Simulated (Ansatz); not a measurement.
# Geometry relaxation of Al (part 1 of 2)

- system: Al (P-1, 1 atom in the cell)
- method: DFT r2SCAN, scalar-relativistic, plane waves, PAW, no spin polarisation (Ansatz 0.2.0)

The structure derives from a Materials Project entry. It belongs to a series of runs on one base structure; here: cell sheared at random, sigma 0.1, atoms nudged by 0.01 A; relaxed back. Figures and captions count atoms from 1; the log counts them from 0 in places.

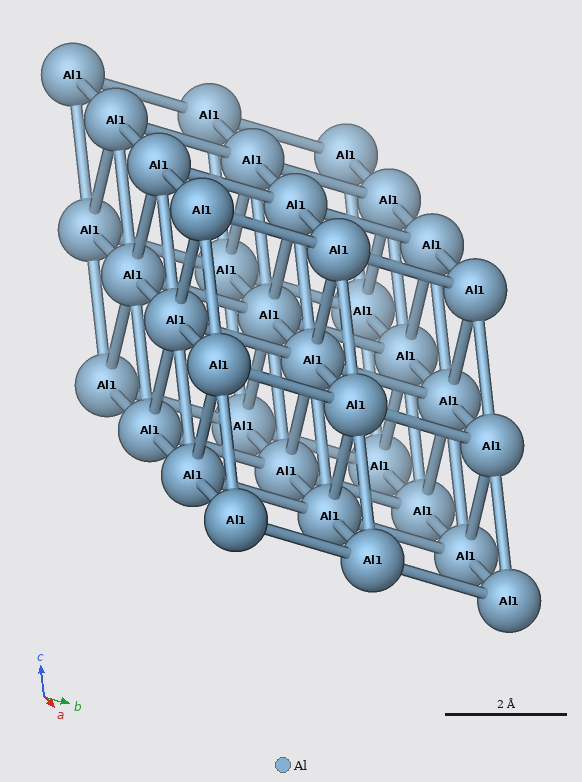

Fig. 1: The structure as given in the input (ball-and-stick view of the cell of the calculation, repeated 3 × 2 × 2, seen slightly off an axis; atoms are numbered from 1 in the order of the input).

### Input
```yaml
crystal:
  lattice:
    - [-1.491763654, 1.4305686629, 1.5789810704]
    - [1.7655803727, -1.382010784, 1.8042399103]
    - [1.5482971536, 1.4385442837, -1.5304231915]
  atoms:
    - { symbol: Al, position: [0.0, 0.0, 0.0] }
basis:
  ecutwfc: 500
kpoints:
  mp_grid: { grid: [14, 14, 14] }
hamiltonian:
  xc: r2scan
scf:
  occupations: { method: gaussian, width: 0.15 }
output:
  forces: true
  stress: true
  eigenvalues: true
  write_density: true
  write_potential: true
  elf: true
  volumetric_format: npy
relax:
  adjacent_minimum: "off"
  f_tol: 0.01
  max_steps: 80
  cell: { stress_tol: 0.1 }
```

Run as:
```bash
ansatz run input.yaml --threads 1 --pin off --max-ram 2560MiB --backend cpu --events-out ev --progress --plain --runs-dir out
```

### The program's output
```
Engine: ansatz 0.2.0, x86_64-unknown-linux-gnu
Pseudopotentials: kind: paw
Pseudopotential: Al, paw, valence charge 3, recommended cutoff 500 eV (meta_gga), Al.paw.azcp
Functional definition: r2SCAN
  parameter k0 = 0.174
  parameter k1 = 0.065
  parameter a1 = 4.9479
  exchange = r2scan_x(k0 = k0, k1 = k1, a1 = a1)
  correlation = r2scan_c
Crystal: 1 atoms, lattice volume = 15.968 Å³
Basis set: ecut = 500 eV, 405 PW (Γ), exchange–correlation on 80×96×80 points (64 copies of the dense FFT grid, shifted against one another)
Bands: 6, of which v1, the nominal top of the filled ones, is band 2 counted from 1 (1 counted from 0)
Symmetry: 2 space group operations
Space group: P-1 (ITA 2), of the structure as read, at distance tolerance 2.5e-5 Å
k-points: 1376 of 2744
Non-local potential: Al, projectors of the file, l = 0: 2, l = 1: 2, l = 2: 1
PAW form: soft (Blöchl's): semilocal exchange-correlation on the pseudo side does not see the compensation charge
PAW frozen core: Al, regenerated for the run's functional (the file was generated under x = pbe(κ = 0.804, μ = 0.2195149727645171), c = pbe(β = 0.06672455060314922))
PAW one-centre angular grid: Al, 302 points (default); XC on 160 Gauss nodes
Initial density: superposition of atomic densities (neutral atoms: chi_scale 0, normalization atom), corrected by the library's trained network
Initial wavefunctions: pseudopotential atomic-orbital guess
Functional: x = r2scan, c = r2scan; τ floored in thin density (d = 2e-4 eV/Å³)
SCF iter   1: F=—  HF=-540.221044 eV  |F-HF|=—  |Δ(HF+E_count)|=         —  Δρ=3.71e-3  dr2=2.35e-3  dr2_τ=5.10e-3  ethr=1.77e-3  ⟨swp⟩=4.7  Hψ=72730  notcnv=0
preconditioner: auto → none  [metal: Δε(μ)=0.013 eV  Ē_g=14.471 eV  σ=0.150 eV  W_gap=0.05  n_scr=0 (ndim 8)  ℏωp=16.1 eV  f_vac=0.000  D(μ)=0.40/eV (n_scr^D=0)]
SCF iter   2: F=—  HF=-540.228026 eV  |F-HF|=—  |Δ(HF+E_count)|=   6.98e-3  Δρ=2.56e-3  dr2=1.13e-3  dr2_τ=2.93e-6  ethr=7.83e-5  ⟨swp⟩=2.2  Hψ=21496  notcnv=0  defer=14
SCF iter   3: F=—  HF=-540.227925 eV  |F-HF|=—  |Δ(HF+E_count)|=   1.01e-4  Δρ=1.37e-3  dr2=3.38e-4  dr2_τ=5.93e-7  ethr=3.75e-5  ⟨swp⟩=1.0  Hψ=7712  notcnv=0  defer=14
SCF iter   4: F=—  HF=-540.227884 eV  |F-HF|=—  |Δ(HF+E_count)|=   4.07e-5  Δρ=5.20e-4  dr2=4.83e-5  dr2_τ=4.97e-8  ethr=1.13e-5  ⟨swp⟩=1.0  Hψ=7692  notcnv=0  defer=14
SCF iter   5: F=—  HF=-540.227879 eV  |F-HF|=—  |Δ(HF+E_count)|=   5.56e-6  Δρ=9.88e-5  dr2=1.69e-6  dr2_τ=1.81e-9  ethr=1.61e-6  ⟨swp⟩=1.0  Hψ=7692  notcnv=0  defer=14
SCF iter   6: F=-540.227879 eV  HF=-540.227879 eV  |F-HF|=1.14e-9  |Δ(HF+E_count)|=   9.36e-8  Δρ=1.72e-5  dr2=5.00e-8  dr2_τ=8.16e-11  ethr=3.33e-9  ⟨swp⟩=6.6  Hψ=36674  notcnv=0
SCF 1 converged in 6 iterations: F = -540.227879 eV  dr2 = 5.00e-8
  greatest PAW one-centre occupation: 0.454 electrons in one spin orbital (limit 2), on the Al atom at site 0 (counted from 0), in its partial waves of l = 0
relax step   1: F+E_penalty+E_count = -540.22787856 eV  Δ(F+E_penalty+E_count) = +0.000e0 eV  max|allowed force component| = 0.000e0 eV/Å  Δτ_max = 0.0000 Å  P = +4.760 GPa  Ω = 15.968 Å³  (6 SCF iters, dr2 threshold 1.00e-7 eV, accepted)
Crystal: 1 atoms, lattice volume = 16.119 Å³
Basis set: ecut = 500 eV, 399 PW (Γ), exchange–correlation on 80×96×80 points (64 copies of the dense FFT grid, shifted against one another)
Initial density: handed on by an earlier stage of this run
Initial wavefunctions: those handed on with the density
iter 1 solved again at ethr=1.76e-4 eV; its pass at ethr=3.10e-3 eV (dr2=5.29e-3 eV) is discarded
SCF iter   1: F=—  HF=-540.299445 eV  |F-HF|=—  |Δ(HF+E_count)|=         —  Δρ=5.06e-3  dr2=5.24e-3  dr2_τ=8.46e-5  ethr=1.76e-4  ⟨swp⟩=1.0  Hψ=89538  notcnv=0
preconditioner: auto → none  [metal: Δε(μ)=0.012 eV  Ē_g=14.363 eV  σ=0.150 eV  W_gap=0.05  n_scr=0 (ndim 8)  ℏωp=16.0 eV  f_vac=0.000  D(μ)=0.40/eV (n_scr^D=0)]
SCF iter   2: F=—  HF=-540.298262 eV  |F-HF|=—  |Δ(HF+E_count)|=   1.18e-3  Δρ=2.04e-3  dr2=8.40e-4  dr2_τ=4.92e-7  ethr=1.75e-4  ⟨swp⟩=1.0  Hψ=8256  notcnv=0
SCF iter   3: F=—  HF=-540.298028 eV  |F-HF|=—  |Δ(HF+E_count)|=   2.34e-4  Δρ=7.16e-5  dr2=5.72e-7  dr2_τ=4.01e-9  ethr=2.80e-5  ⟨swp⟩=1.0  Hψ=8259  notcnv=0
SCF iter   4: F=—  HF=-540.298028 eV  |F-HF|=—  |Δ(HF+E_count)|=   3.47e-7  Δρ=1.49e-5  dr2=3.93e-8  dr2_τ=1.31e-10  ethr=3.33e-9  ⟨swp⟩=8.4  Hψ=49639  notcnv=0
SCF iter   5: F=-540.298028 eV  HF=-540.298028 eV  |F-HF|=5.81e-11  |Δ(HF+E_count)|=   6.86e-9  Δρ=2.10e-6  dr2=5.58e-10  dr2_τ=2.77e-12  ethr=1.31e-9  ⟨swp⟩=4.9  Hψ=29021  notcnv=0
SCF 2 converged in 5 iterations: F = -540.298028 eV  dr2 = 5.58e-10
  greatest PAW one-centre occupation: 0.448 electrons in one spin orbital (limit 2), on the Al atom at site 0 (counted from 0), in its partial waves of l = 0
relax step   2: F+E_penalty+E_count = -540.29802833 eV  Δ(F+E_penalty+E_count) = -7.015e-2 eV  max|allowed force component| = 0.000e0 eV/Å  Δτ_max = 0.0000 Å  P = +1.525 GPa  Ω = 16.119 Å³  energy of the carried Pulay correction = -9.407e-6 eV  (5 SCF iters, dr2 threshold 1.00e-7 eV, accepted)
Crystal: 1 atoms, lattice volume = 15.954 Å³
Basis set: ecut = 500 eV, 393 PW (Γ), exchange–correlation on 80×96×80 points (64 copies of the dense FFT grid, shifted against one another)
iter 1 solved again at ethr=1.68e-4 eV; its pass at ethr=3.10e-3 eV (dr2=5.05e-3 eV) is discarded
SCF iter   1: F=—  HF=-540.336249 eV  |F-HF|=—  |Δ(HF+E_count)|=         —  Δρ=5.17e-3  dr2=5.07e-3  dr2_τ=6.02e-5  ethr=1.68e-4  ⟨swp⟩=1.0  Hψ=89470  notcnv=0
preconditioner: auto → none  [metal: Δε(μ)=0.008 eV  Ē_g=14.442 eV  σ=0.150 eV  W_gap=0.03  n_scr=0 (ndim 8)  ℏωp=16.1 eV  f_vac=0.000  D(μ)=0.32/eV (n_scr^D=0)]
SCF iter   2: F=—  HF=-540.335297 eV  |F-HF|=—  |Δ(HF+E_count)|=   9.52e-4  Δρ=2.19e-3  dr2=8.71e-4  dr2_τ=4.10e-7  ethr=1.68e-4  ⟨swp⟩=1.0  Hψ=8257  notcnv=0
SCF iter   3: F=—  HF=-540.335111 eV  |F-HF|=—  |Δ(HF+E_count)|=   1.86e-4  Δρ=1.37e-4  dr2=2.12e-6  dr2_τ=5.29e-9  ethr=2.90e-5  ⟨swp⟩=1.0  Hψ=8257  notcnv=0
SCF iter   4: F=—  HF=-540.335111 eV  |F-HF|=—  |Δ(HF+E_count)|=   5.08e-7  Δρ=2.34e-5  dr2=9.77e-8  dr2_τ=3.05e-10  ethr=3.33e-9  ⟨swp⟩=8.4  Hψ=49690  notcnv=0
SCF iter   5: F=-540.335111 eV  HF=-540.335111 eV  |F-HF|=3.80e-11  |Δ(HF+E_count)|=   2.30e-8  Δρ=4.52e-6  dr2=2.86e-9  dr2_τ=7.95e-12  ethr=3.26e-9  ⟨swp⟩=5.0  Hψ=29085  notcnv=0
SCF 3 converged in 5 iterations: F = -540.335111 eV  dr2 = 2.86e-9
  greatest PAW one-centre occupation: 0.446 electrons in one spin orbital (limit 2), on the Al atom at site 0 (counted from 0), in its partial waves of l = 0
relax step   3: F+E_penalty+E_count = -540.33511106 eV  Δ(F+E_penalty+E_count) = -3.708e-2 eV  max|allowed force component| = 0.000e0 eV/Å  Δτ_max = 0.0000 Å  P = +1.611 GPa  Ω = 15.954 Å³  energy of the carried Pulay correction = -9.033e-6 eV  (5 SCF iters, dr2 threshold 1.00e-7 eV, accepted)
Crystal: 1 atoms, lattice volume = 16.152 Å³
Basis set: ecut = 500 eV, 409 PW (Γ), exchange–correlation on 80×96×80 points (64 copies of the dense FFT grid, shifted against one another)
iter 1 solved again at ethr=4.04e-5 eV; its pass at ethr=3.10e-3 eV (dr2=1.21e-3 eV) is discarded
SCF iter   1: F=—  HF=-540.361532 eV  |F-HF|=—  |Δ(HF+E_count)|=         —  Δρ=2.90e-3  dr2=1.23e-3  dr2_τ=2.81e-5  ethr=4.04e-5  ⟨swp⟩=1.0  Hψ=89034  notcnv=0
preconditioner: auto → none  [metal: Δε(μ)=0.003 eV  Ē_g=14.324 eV  σ=0.150 eV  W_gap=0.01  n_scr=0 (ndim 8)  ℏωp=16.0 eV  f_vac=0.000  D(μ)=0.39/eV (n_scr^D=0)]
SCF iter   2: F=—  HF=-540.361466 eV  |F-HF|=—  |Δ(HF+E_count)|=   6.58e-5  Δρ=1.40e-3  dr2=2.74e-4  dr2_τ=3.38e-7  ethr=4.04e-5  ⟨swp⟩=1.0  Hψ=8256  notcnv=0
SCF iter   3: F=—  HF=-540.361479 eV  |F-HF|=—  |Δ(HF+E_count)|=   1.29e-5  Δρ=8.51e-5  dr2=9.25e-7  dr2_τ=2.54e-9  ethr=9.13e-6  ⟨swp⟩=1.0  Hψ=8256  notcnv=0
SCF iter   4: F=—  HF=-540.361479 eV  |F-HF|=—  |Δ(HF+E_count)|=   5.24e-8  Δρ=8.51e-6  dr2=9.14e-9  dr2_τ=7.50e-11  ethr=3.33e-9  ⟨swp⟩=8.1  Hψ=48900  notcnv=0
SCF iter   5: F=-540.361479 eV  HF=-540.361479 eV  |F-HF|=5.83e-11  |Δ(HF+E_count)|=   2.72e-9  Δρ=1.04e-6  dr2=1.25e-10  dr2_τ=4.63e-13  ethr=3.05e-10  ⟨swp⟩=4.5  Hψ=28056  notcnv=0
SCF 4 converged in 5 iterations: F = -540.361479 eV  dr2 = 1.25e-10
  greatest PAW one-centre occupation: 0.442 electrons in one spin orbital (limit 2), on the Al atom at site 0 (counted from 0), in its partial waves of l = 0
relax step   4: F+E_penalty+E_count = -540.36147918 eV  Δ(F+E_penalty+E_count) = -2.637e-2 eV  max|allowed force component| = 0.000e0 eV/Å  Δτ_max = 0.0000 Å  P = +0.031 GPa  Ω = 16.152 Å³  energy of the carried Pulay correction = -1.547e-5 eV  (5 SCF iters, dr2 threshold 1.00e-7 eV, accepted)
Crystal: 1 atoms, lattice volume = 16.110 Å³
Basis set: ecut = 500 eV, 403 PW (Γ), exchange–correlation on 80×96×80 points (64 copies of the dense FFT grid, shifted against one another)
iter 1 solved again at ethr=1.92e-5 eV; its pass at ethr=3.10e-3 eV (dr2=5.75e-4 eV) is discarded
SCF iter   1: F=—  HF=-540.394190 eV  |F-HF|=—  |Δ(HF+E_count)|=         —  Δρ=2.11e-3  dr2=5.93e-4  dr2_τ=1.53e-5  ethr=1.92e-5  ⟨swp⟩=1.0  Hψ=88155  notcnv=0
preconditioner: auto → none  [metal: Δε(μ)=0.002 eV  Ē_g=14.334 eV  σ=0.150 eV  W_gap=0.01  n_scr=0 (ndim 8)  ℏωp=16.0 eV  f_vac=0.000  D(μ)=0.36/eV (n_scr^D=0)]
SCF iter   2: F=—  HF=-540.394261 eV  |F-HF|=—  |Δ(HF+E_count)|=   7.08e-5  Δρ=1.06e-3  dr2=1.43e-4  dr2_τ=2.85e-7  ethr=1.92e-5  ⟨swp⟩=1.0  Hψ=8256  notcnv=0
SCF iter   3: F=—  HF=-540.394277 eV  |F-HF|=—  |Δ(HF+E_count)|=   1.60e-5  Δρ=3.60e-5  dr2=1.87e-7  dr2_τ=4.45e-10  ethr=4.78e-6  ⟨swp⟩=1.0  Hψ=8257  notcnv=0
SCF iter   4: F=—  HF=-540.394276 eV  |F-HF|=—  |Δ(HF+E_count)|=   1.52e-7  Δρ=3.69e-6  dr2=1.39e-9  dr2_τ=2.08e-11  ethr=3.33e-9  ⟨swp⟩=7.8  Hψ=48011  notcnv=0
SCF iter   5: F=-540.394276 eV  HF=-540.394276 eV  |F-HF|=3.13e-11  |Δ(HF+E_count)|=  8.14e-10  Δρ=6.14e-7  dr2=3.55e-11  dr2_τ=2.70e-13  ethr=4.64e-11  ⟨swp⟩=3.9  Hψ=27102  notcnv=0
SCF 5 converged in 5 iterations: F = -540.394276 eV  dr2 = 3.55e-11
  greatest PAW one-centre occupation: 0.437 electrons in one spin orbital (limit 2), on the Al atom at site 0 (counted from 0), in its partial waves of l = 0
relax step   5: F+E_penalty+E_count = -540.39427640 eV  Δ(F+E_penalty+E_count) = -3.280e-2 eV  max|allowed force component| = 0.000e0 eV/Å  Δτ_max = 0.0000 Å  P = -0.645 GPa  Ω = 16.110 Å³  energy of the carried Pulay correction = -1.358e-5 eV  (5 SCF iters, accepted)
Crystal: 1 atoms, lattice volume = 15.640 Å³
Basis set: ecut = 500 eV, 391 PW (Γ), exchange–correlation on 80×96×80 points (64 copies of the dense FFT grid, shifted against one another)
iter 1 solved again at ethr=3.69e-5 eV; its pass at ethr=3.10e-3 eV (dr2=1.11e-3 eV) is discarded
SCF iter   1: F=—  HF=-540.403246 eV  |F-HF|=—  |Δ(HF+E_count)|=         —  Δρ=2.58e-3  dr2=1.15e-3  dr2_τ=9.55e-5  ethr=3.69e-5  ⟨swp⟩=1.0  Hψ=87836  notcnv=0
preconditioner: auto → none  [metal: Δε(μ)=0.003 eV  Ē_g=14.598 eV  σ=0.150 eV  W_gap=0.01  n_scr=0 (ndim 8)  ℏωp=16.3 eV  f_vac=0.000  D(μ)=0.36/eV (n_scr^D=0)]
SCF iter   2: F=—  HF=-540.403024 eV  |F-HF|=—  |Δ(HF+E_count)|=   2.22e-4  Δρ=1.18e-3  dr2=2.33e-4  dr2_τ=4.98e-7  ethr=3.69e-5  ⟨swp⟩=1.0  Hψ=8260  notcnv=0
SCF iter   3: F=—  HF=-540.402959 eV  |F-HF|=—  |Δ(HF+E_count)|=   6.47e-5  Δρ=4.62e-5  dr2=2.23e-7  dr2_τ=8.86e-9  ethr=7.77e-6  ⟨swp⟩=1.0  Hψ=8256  notcnv=0
SCF iter   4: F=—  HF=-540.402959 eV  |F-HF|=—  |Δ(HF+E_count)|=   3.04e-7  Δρ=1.24e-5  dr2=1.01e-8  dr2_τ=1.69e-10  ethr=3.33e-9  ⟨swp⟩=8.2  Hψ=49112  notcnv=0
SCF iter   5: F=-540.402960 eV  HF=-540.402960 eV  |F-HF|=3.65e-10  |Δ(HF+E_count)|=   1.31e-8  Δρ=2.24e-6  dr2=3.90e-10  dr2_τ=3.61e-12  ethr=3.37e-10  ⟨swp⟩=4.0  Hψ=29064  notcnv=0
SCF 6 converged in 5 iterations: F = -540.402960 eV  dr2 = 3.90e-10
  greatest PAW one-centre occupation: 0.436 electrons in one spin orbital (limit 2), on the Al atom at site 0 (counted from 0), in its partial waves of l = 0
relax step   6: F+E_penalty+E_count = -540.40295951 eV  Δ(F+E_penalty+E_count) = -8.683e-3 eV  max|allowed force component| = 0.000e0 eV/Å  Δτ_max = 0.0000 Å  P = +1.670 GPa  Ω = 15.640 Å³  energy of the carried Pulay correction = +5.813e-7 eV  (5 SCF iters, dr2 threshold 1.00e-7 eV, accepted)
Crystal: 1 atoms, lattice volume = 15.939 Å³
Basis set: ecut = 500 eV, 411 PW (Γ), exchange–correlation on 80×96×80 points (64 copies of the dense FFT grid, shifted against one another)
iter 1 solved again at ethr=5.56e-6 eV; its pass at ethr=3.10e-3 eV (dr2=1.67e-4 eV) is discarded
SCF iter   1: F=—  HF=-540.406715 eV  |F-HF|=—  |Δ(HF+E_count)|=         —  Δρ=9.64e-4  dr2=1.62e-4  dr2_τ=3.38e-5  ethr=5.56e-6  ⟨swp⟩=1.9  Hψ=83396  notcnv=0
preconditioner: auto → none  [metal: Δε(μ)=0.002 eV  Ē_g=14.421 eV  σ=0.150 eV  W_gap=0.01  n_scr=0 (ndim 8)  ℏωp=16.1 eV  f_vac=0.000  D(μ)=0.38/eV (n_scr^D=0)]
SCF iter   2: F=—  HF=-540.406676 eV  |F-HF|=—  |Δ(HF+E_count)|=   3.92e-5  Δρ=4.51e-4  dr2=3.42e-5  dr2_τ=1.22e-7  ethr=5.41e-6  ⟨swp⟩=2.0  Hψ=10308  notcnv=0
SCF iter   3: F=—  HF=-540.406664 eV  |F-HF|=—  |Δ(HF+E_count)|=   1.21e-5  Δρ=2.48e-5  dr2=6.51e-8  dr2_τ=3.26e-9  ethr=3.33e-9  ⟨swp⟩=7.2  Hψ=53350  notcnv=0
SCF iter   4: F=-540.406664 eV  HF=-540.406664 eV  |F-HF|=5.56e-9  |Δ(HF+E_count)|=   5.11e-8  Δρ=9.22e-6  dr2=8.86e-9  dr2_τ=5.58e-11  ethr=2.17e-9  ⟨swp⟩=4.1  Hψ=29130  notcnv=0
SCF 7 converged in 4 iterations: F = -540.406664 eV  dr2 = 8.86e-9
  greatest PAW one-centre occupation: 0.434 electrons in one spin orbital (limit 2), on the Al atom at site 0 (counted from 0), in its partial waves of l = 0
relax step   7: F+E_penalty+E_count = -540.40666376 eV  Δ(F+E_penalty+E_count) = -3.704e-3 eV  max|allowed force component| = 0.000e0 eV/Å  Δτ_max = 0.0000 Å  P = -0.433 GPa  Ω = 15.939 Å³  energy of the carried Pulay correction = -7.475e-6 eV  (4 SCF iters, dr2 threshold 1.00e-7 eV, accepted)
Crystal: 1 atoms, lattice volume = 15.859 Å³
iter 1 solved again at ethr=1.64e-6 eV; its pass at ethr=3.10e-3 eV (dr2=4.93e-5 eV) is discarded
```
